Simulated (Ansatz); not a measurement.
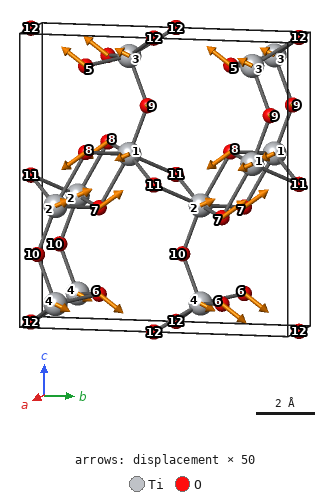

This is a relaxation of a crystal of TiO2 (set up in Cmcm). The starting structure is drawn; orange arrows show the displacements (the part carried along by the change of the cell is left out), magnified 50 times.

The picture is a ball-and-stick view of the conventional cell (2 times the calculation's cell), seen slightly off an axis. Lengths and directions refer to the drawn axes.

Method: DFT r2SCAN+U, scalar-relativistic, plane waves, PAW (Ansatz 0.2.0). Set-up: plane-wave cutoff 500 eV; k-point mesh 8 × 8 × 4; occupations gaussian; smearing width 0.02 eV; U Ti 4.0 eV; no spin polarisation; cell and atoms relaxed; force threshold 0.005 eV/Å; at most 80 steps.

### Atoms of which element are displaced furthest, and by how much?

Oxygen: up to 0.022 Å, against 0.012 Å for titanium.

### What did the optimiser do to the structure, and how much energy did it gain?

The energy falls by 3.1 meV per atom in 6 accepted moves (7 points after the start). Largest force component: 0.3 eV/Å at the start, 0.001 eV/Å at the end. The pressure goes from −2.64 to 0.01 GPa. At 1 point the geometry stayed and the basis and grid were re-selected for the new cell (energy shift of 0.1 meV per atom at most each time). The largest moves relative to the cell, 0.022 Å, are those of O5, O6, O7 and O8. O7 goes along [0 3 2]. Largest moves by element: O 0.022 Å, Ti 0.012 Å. The drawn cell changes as follows: a 2.948 → 2.955 Å (+0.2 %), b 9.593 → 9.501 Å (−1.0 %), c 10.235 → 10.141 Å (−0.9 %); the volume changes by −1.6 %. Among the contacts that change: Ti1–O7 2.189 → 2.139 Å, Ti1–Ti2 3.178 → 3.136 Å, Ti1–Ti2 (another image) 3.069 → 3.052 Å, Ti1–O9 1.826 → 1.817 Å. The space group stays Cmcm (No. 63). The run took 5.2 min on 2 threads of Arm Neoverse V2 (shared host), peak memory 1.8 GiB.
